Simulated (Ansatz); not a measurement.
The cell of KMgF3 (Pm-3m). The cell is taken from coordinates from a relaxation with Ansatz, DFT, r2SCAN, plane waves, PAW.

```
K Mg F
1.0
     3.98024    0.00000    0.00000
     0.00000    3.98024    0.00000
     0.00000    0.00000    3.98024
K Mg F
1 1 3
Direct
  0.50000 0.50000 0.50000
  0.00000 0.00000 0.00000
  0.50000 0.00000 0.00000
  0.00000 0.50000 0.00000
  0.00000 0.00000 0.50000
```

At each point the valence sum V of a Mg2+ ion is computed from the anions within 5 Å (s = exp((R0 − d)/b), R0 fitted to published crystal structures with b = 0.37 Å; R0: Mg2+–F 1.573 Å). Points too close to the other cations are excluded (2.4 Å from K). The other Mg2+ ions are ignored. This is an empirical screen for pathways, not an energy calculation.

Along which directions could Mg2+ move by this screen (counting the regions that come within 0.6 Å of a Mg site)?

Answer. No path opens below 1.4 v.u. These are grid estimates, good to about 0.1 v.u.

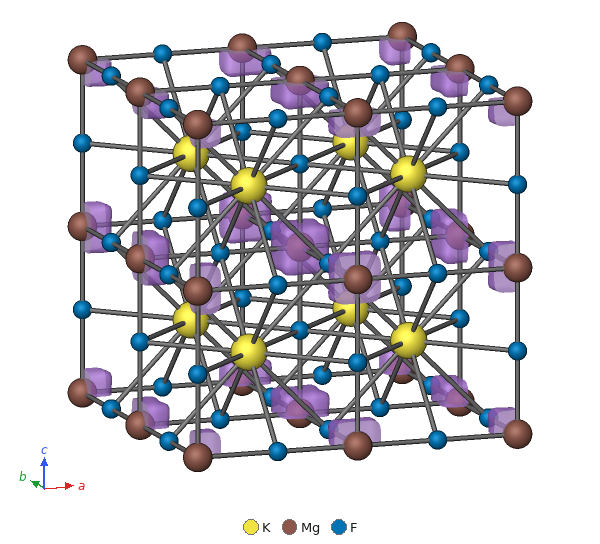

Bond-valence mismatch map for Mg2+ in KMgF$_{3}$ (Pm-3m, No. 221): the purple surface encloses the points where |V − 2| < 0.7 v.u. (2×2×2 cells, view slightly off an axis). Pale faces close the region where the drawn box cuts it.

What is the valence sum at the Mg sites themselves?

Answer. 1.95 v.u., against the formal 2.
